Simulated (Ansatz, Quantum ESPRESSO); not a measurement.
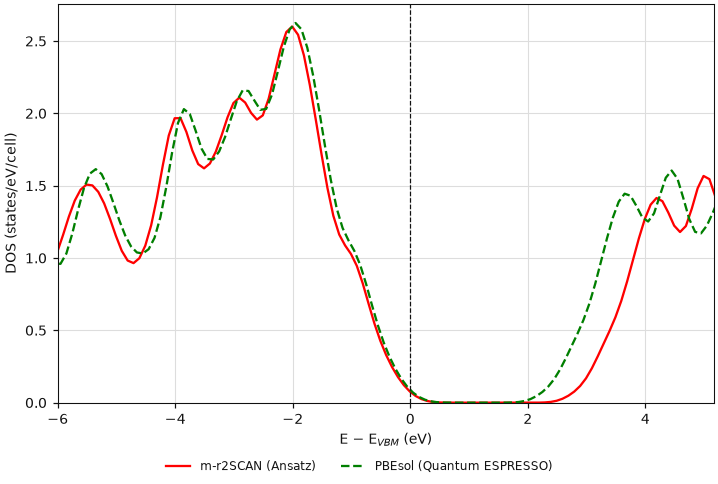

Total densities of states of wurtzite SiC, space group P6_3mc (No. 186), 4 atoms in the cell (a = 3.076 Å, c = 5.048 Å (hexagonal axes)), by two methods on the same cell. The DOS curves are built from the levels of the k mesh with Gaussians 0.55 eV wide, which also blur the band edges; ripples of that width can come from the mesh. Each is counted from its own valence-band top.

### What changes from one method to the other?

m-r2SCAN (Ansatz) gives a gap of 2.69 eV and PBEsol (Quantum ESPRESSO) gives a gap of 2.17 eV.

Settings. m-r2SCAN (Ansatz): Ansatz PAW, no spin polarisation, no spin-orbit coupling, 10×10×5 k mesh, 500 eV cutoff, Fermi-Dirac smearing of 0.05 eV (Ansatz 0.2.0). PBEsol (Quantum ESPRESSO): PseudoDojo 0.4.1 SR PBEsol standard, no spin polarisation, no spin-orbit coupling, 10×10×5 k mesh, 1116 eV cutoff, Fermi-Dirac smearing of 0.05 eV (Quantum ESPRESSO 7.5).

Gaps are the smallest over all k points computed. The two runs differ in program as well. m-r2SCAN (Ansatz): the k mesh misses the band edges, so the gap on the mesh is wider than the one along the path. m-r2SCAN (Ansatz): the PAW data sets were made with another functional. PBEsol (Quantum ESPRESSO): the mesh misses the band edges, which the band path finds closer together. LDA, GGA and most meta-GGA functionals understate gaps.
